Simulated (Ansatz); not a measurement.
## Electronic structure of HfB in real space

The calculation's input:

```
crystal:
  lattice:
    - [0.2898390969, 2.4636323236, 2.4636323236]
    - [2.4636323236, 0.2898390969, 2.4636323236]
    - [2.4636323236, 2.4636323236, 0.2898390969]
  atoms:
    - { symbol: Hf, position: [0.5, 0.5, 0.5] }
    - { symbol: B, position: [0.0, 0.0, 0.0] }
basis:
  ecutwfc: 420
kpoints:
  mp_grid: { grid: [20, 20, 20] }
hamiltonian:
  xc: pbesol
scf:
  occupations: { method: gaussian, width: 0.15 }
output:
  forces: true
  stress: true
  eigenvalues: true
  write_density: true
  write_potential: true
  elf: true
  volumetric_format: npy
```

Launched as:

```sh
ansatz run input.yaml --threads 1 --pin off --max-ram 2560MiB --backend cpu --events-out ev --progress --plain --runs-dir out
```

Below, planes, directions and counts refer to the conventional cell (a = 3.07 Å, b = 3.07 Å, c = 9.04 Å, α = 90.00°, β = 90.00°, γ = 120.00°).

Space group R-3m; computed pressure about 24 GPa in this cell; computed without spin polarisation.

Theory: DFT PBEsol, scalar-relativistic, plane waves, PAW in Ansatz 0.2.0.

Core electrons are frozen (PAW), and the valence fields are smoothed inside the atomic spheres.

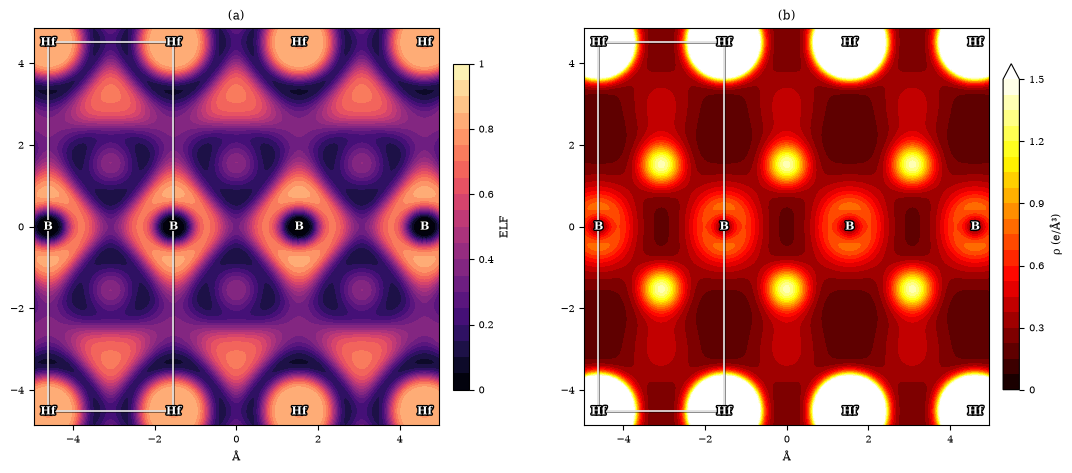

Figure 1. (a) ELF; (b) valence charge density (pseudo) on the (100) plane of the conventional cell.

### What does the map show?

- The plane passes through Hf and B nuclei.
- Atoms just off the plane (Hf, 0.9 Å away and B, 0.9 Å away) can leave unmarked features too.
- Hf–Hf (3.07 Å): ρ is about 0.23 e/Å³ halfway; the ELF is about 0.20 at the midpoint: no localised pair shows between them.
- Between the atoms the lowest density in this plane is 0.16 e/Å³.
- The features right at Hf lie inside the PAW spheres, where the map follows smoothed inner orbitals and isn't to be read closely.

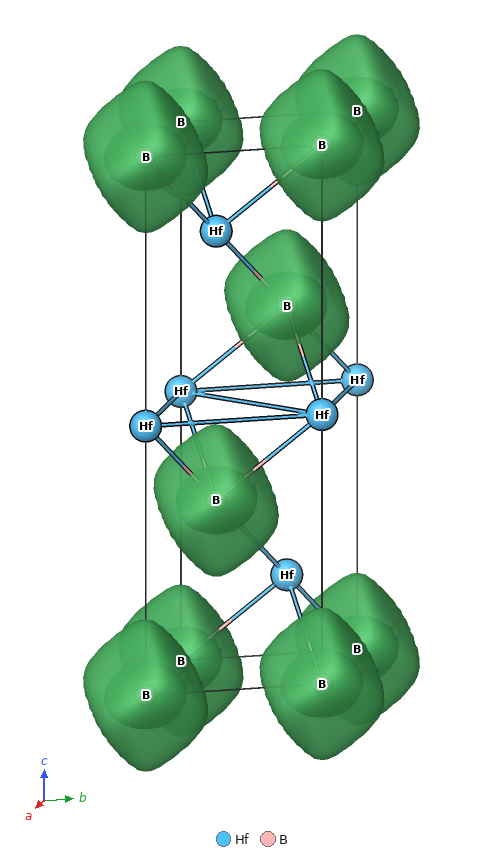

Figure 2. Isosurface of the ELF at 0.65 (green), seen slightly off an axis. Only the valence region is drawn (cores and ρ < 0.01 e/Å³ removed). Sticks mark near contacts.

### Where are the electrons localised?

The surface consists of three regions wrapped around B (the valence shell of each), counted in one cell of 6 atoms. Any copies at cell faces, edges or corners count once. Profiles from the grid: Hf–B (2.33 Å): the ELF peaks at about 0.70 in the valence shell of B, 0.8 Å from its nucleus, and is about 0.25 at the midpoint.

### Metal or insulator at this level of theory?

It is gapless in this calculation (a metal or semimetal).
